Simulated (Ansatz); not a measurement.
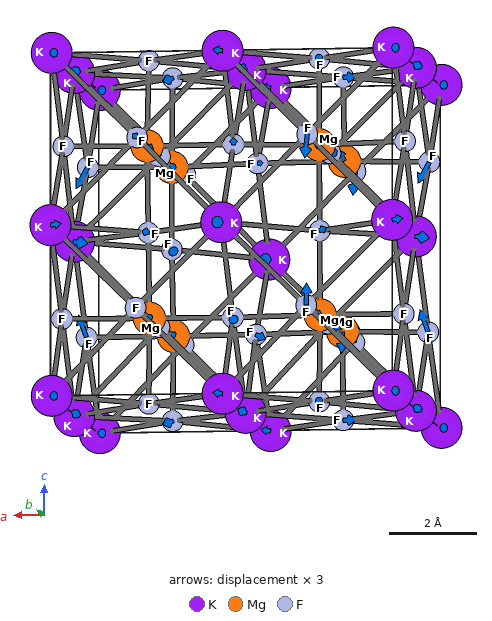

A relaxation of a defect cell of composition K$_{7}$Mg$_{8}$F$_{23}$. The starting structure is drawn; blue arrows show the displacements, 3 times their true length.

A ball-and-stick model of the cell of the calculation, seen from a free direction.

All numbers below come from DFT, PBEsol, PAW, plane waves (Ansatz 0.2.0). Set-up: plane-wave cutoff 420 eV; k-point mesh 1 × 1 × 1; mesh shifted by (0.25, 0.25, 0.25); no spin polarisation; atoms relaxed in a fixed cell; force threshold 0.03 eV/Å; at most 80 steps.

Describe the change and its energy.

Answer. The largest move is that of an F atom, 0.21 Å along [0 1 −3]. Largest moves by element: F 0.21 Å, Mg 0.18 Å, K 0.16 Å. The cell doesn't change. Near-neighbour distances that change, for instance: K–Mg 3.407 → 3.641 Å, F–K 2.793 → 3.000 Å, K–Mg 3.434 → 3.641 Å, F–K 2.838 → 3.040 Å. Bond angles that change, for instance: Mg–F–Mg 179.0° → 166.6°, Mg–F–Mg 178.5° → 166.6°, K–F–Mg 88.5° → 99.5°. Over 3 geometry steps the energy falls by 1.376 eV per cell of the calculation. The largest force component goes from 2.3 to 0.011 eV/Å.

Limits of the set-up: the periodic images lie only 8.0 Å apart, so the values are limited by the cell's size.
